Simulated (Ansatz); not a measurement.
C: several calculations on one system

**1. Vibrations**

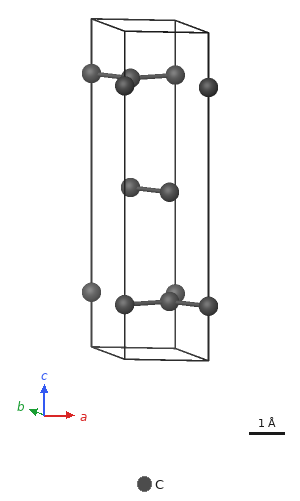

Lattice vibrations of solid C relaxed at 3 GPa, at the zone centre. The picture is a ball-and-stick view of the conventional cell (3 times the calculation's cell), seen slightly off an axis. Lengths and directions refer to the drawn axes.

Method: Ansatz, DFT PBEsol, scalar-relativistic, plane waves, PAW.

The input:
```yaml
crystal:
  lattice:
    - [1.2263988879, 0.7080617281, 3.216938536]
    - [-1.2263988879, 0.7080617281, 3.216938536]
    - [0.0, -1.4161234561, 3.216938536]
  atoms:
    - { symbol: C, position: [0.1665761461, 0.1665761461, 0.1665761461] }
    - { symbol: C, position: [0.8334238539, 0.8334238539, 0.8334238539] }
basis:
  ecutwfc: 420
kpoints:
  mp_grid: { grid: [18, 18, 18] }
hamiltonian:
  xc: pbesol
scf:
  occupations: { method: fixed }
output:
  eigenvalues: true
phonons:
  method: dfpt
  dielectric: true
  rigid_motions: translations
  eigenvectors: true
```

Launched with:
```bash
ansatz run input.yaml --threads 1 --pin off --max-ram 3072MiB --backend cpu --events-out ev --progress --plain --runs-dir out
```

Frequencies are those without the non-analytic (LO–TO) term.

### Give the spectrum at this point.

The calculation's cell holds 2 atoms, so there are 3 optical modes, in 2 levels. The optical modes span A₁g + E_g. No level is unstable.

```csv
level,symmetry,frequency (cm⁻¹),activity
1,A₁g,864,Raman-active
2,E_g,1599,Raman-active
```

The modes drawn as arrows (one member of each degenerate set):

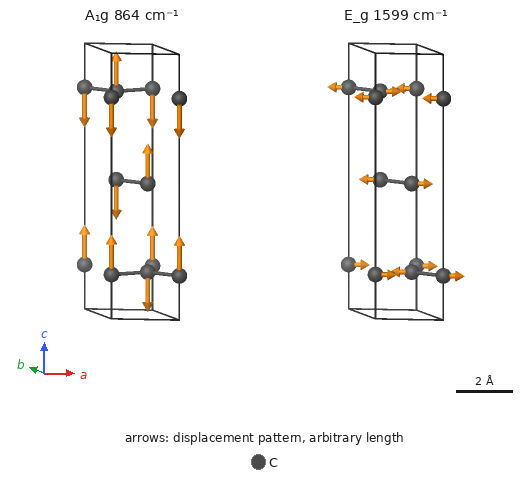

Limits of the set-up: layers or molecules are held without a dispersion correction, so their spacing is unreliable.

**2. One mode**

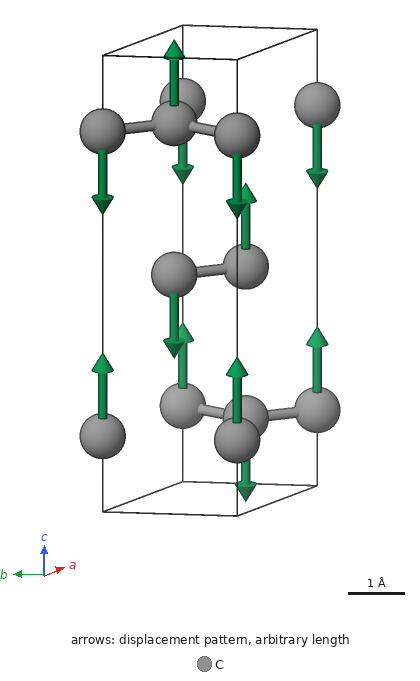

One vibrational mode of a crystal of C relaxed at 15 GPa at the zone centre. Displacements are drawn as green arrows; their common scale and sign are arbitrary. The picture is a ball-and-stick view of the conventional cell (3 times the calculation's cell), seen from a free direction. Lengths and directions refer to the drawn axes.

Theory: DFT PBEsol, scalar-relativistic, plane waves, PAW in Ansatz 0.2.0. (plane-wave cutoff 420 eV; k-point mesh 18 × 18 × 18; occupations fixed; target pressure 15 GPa; no spin polarisation)

Frequencies are those without the non-analytic (LO–TO) term.

Q: What mode is this, and where does it lie in the spectrum?

A: This is the A₁g mode at 25.1 THz, the lowest optical level, Raman-active by symmetry. All motion is along c; atoms of one kind move against one another, with no net shift of their sublattice; the C–C bond lengths don't change to first order, so for these it is a bending, tilting or sliding motion.

Limits of the set-up: layers or molecules are held without a dispersion correction, so their spacing is unreliable.

**3. One mode**

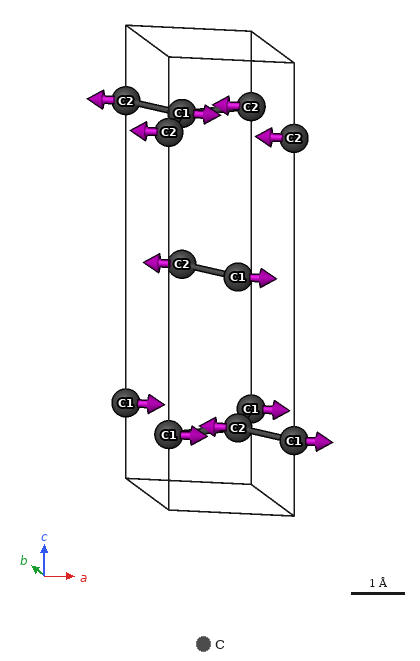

One vibrational mode of a crystal of C relaxed at 8 GPa at the zone centre. Displacements are drawn as purple arrows; their common scale and sign are arbitrary. A ball-and-stick model of the conventional cell (3 times the calculation's cell), seen slightly off an axis. Lengths and directions refer to the drawn axes.

Theory: DFT PBEsol, scalar-relativistic, plane waves, PAW (Ansatz 0.2.0).

Input file:
```yaml
crystal:
  lattice:
    - [1.2220792398, 0.7055677781, 3.0076198633]
    - [-1.2220792398, 0.7055677781, 3.0076198633]
    - [0.0, -1.4111355561, 3.0076198633]
  atoms:
    - { symbol: C, position: [0.1664663691, 0.1664663691, 0.1664663691] }
    - { symbol: C, position: [0.8335336309, 0.8335336309, 0.8335336309] }
basis:
  ecutwfc: 420
kpoints:
  mp_grid: { grid: [18, 18, 18] }
hamiltonian:
  xc: pbesol
scf:
  occupations: { method: fixed }
output:
  eigenvalues: true
phonons:
  method: dfpt
  dielectric: true
  rigid_motions: translations
  eigenvectors: true
```

Run as
```bash
ansatz run input.yaml --threads 1 --pin off --max-ram 3072MiB --backend cpu --events-out ev --progress --plain --runs-dir out
```

Frequencies are those without the non-analytic (LO–TO) term.

**Describe the mode and give its frequency.**

This is the E_g mode (doubly degenerate; one member of the set is drawn) at 1618 cm⁻¹, the highest optical level, Raman-active by symmetry. All motion is along a; atoms of one kind move against one another, with no net shift of their sublattice; it stretches the shortest C–C bonds (1.41 Å).

Limits of the set-up: layers or molecules are held without a dispersion correction, so their spacing is unreliable.

**4. Softest mode**

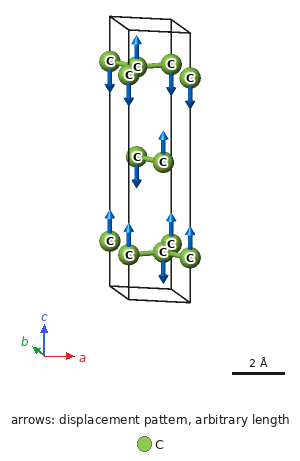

The lowest optical mode of a crystal of C, space group R-3m (No. 166), at the zone centre. Displacements are drawn as blue arrows; their common scale and sign are arbitrary. The picture is a ball-and-stick view of the conventional cell (3 times the calculation's cell), seen slightly off an axis. Lengths and directions refer to the drawn axes.

All numbers below come from Ansatz, DFT PBEsol, scalar-relativistic, plane waves, PAW. Settings: plane-wave cutoff 420 eV; k-point mesh 18 × 18 × 18; occupations fixed; no spin polarisation.

Frequencies are those without the non-analytic (LO–TO) term.

Question: Is the structure stable against all modes at this point?

Answer: Yes: this softest mode has a real frequency, and so have all others here. That speaks for this wave vector alone: the rest of the zone wasn't checked in this run. This is the A₁g mode at 108.1 meV, the lowest optical level, Raman-active by symmetry. All motion is along c; atoms of one kind move against one another, with no net shift of their sublattice; the C–C bond lengths don't change to first order, so for these it is a bending, tilting or sliding motion.

Limits of the set-up: layers or molecules are held without a dispersion correction, so their spacing is unreliable.

**5. Softest mode**

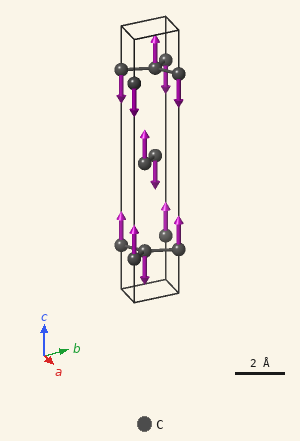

The lowest optical mode of crystalline C at 1.02 times its rest volume, space group R-3m (No. 166), at the zone centre. The purple arrows are the displacements of the atoms (eigenvector over the root of the mass), of arbitrary overall length and sign. Style: ball-and-stick. Shown: the conventional cell (3 times the calculation's cell), slightly off an axis. Lengths and directions refer to the drawn axes.

Theory: DFT PBEsol, scalar-relativistic, plane waves, PAW (Ansatz 0.2.0).

Input
```yaml
crystal:
  lattice:
    - [1.2296148757, 0.7099184795, 3.6852208527]
    - [-1.2296148757, 0.7099184795, 3.6852208527]
    - [0.0, -1.4198369589, 3.6852208527]
  atoms:
    - { symbol: C, position: [0.16664541, 0.16664541, 0.16664541] }
    - { symbol: C, position: [0.83335459, 0.83335459, 0.83335459] }
basis:
  ecutwfc: 420
kpoints:
  mp_grid: { grid: [18, 18, 18] }
hamiltonian:
  xc: pbesol
scf:
  occupations: { method: fixed }
output:
  eigenvalues: true
phonons:
  method: dfpt
  dielectric: true
  rigid_motions: translations
  eigenvectors: true
```

Launched with:
```bash
ansatz run input.yaml --threads 1 --pin off --max-ram 3072MiB --backend cpu --events-out ev --progress --plain --runs-dir out
```

Frequencies are those without the non-analytic (LO–TO) term.

Is the structure stable against all modes at this point?

Yes: this softest mode has a real frequency, and so have all others here. That speaks for this wave vector alone: the rest of the zone wasn't checked in this run. This is the A₁g mode at 108.2 meV, the lowest optical level, Raman-active by symmetry. All motion is along c; atoms of one kind move against one another, with no net shift of their sublattice; the C–C bond lengths don't change to first order, so for these it is a bending, tilting or sliding motion.

Limits of the set-up: layers or molecules are held without a dispersion correction, so their spacing is unreliable.
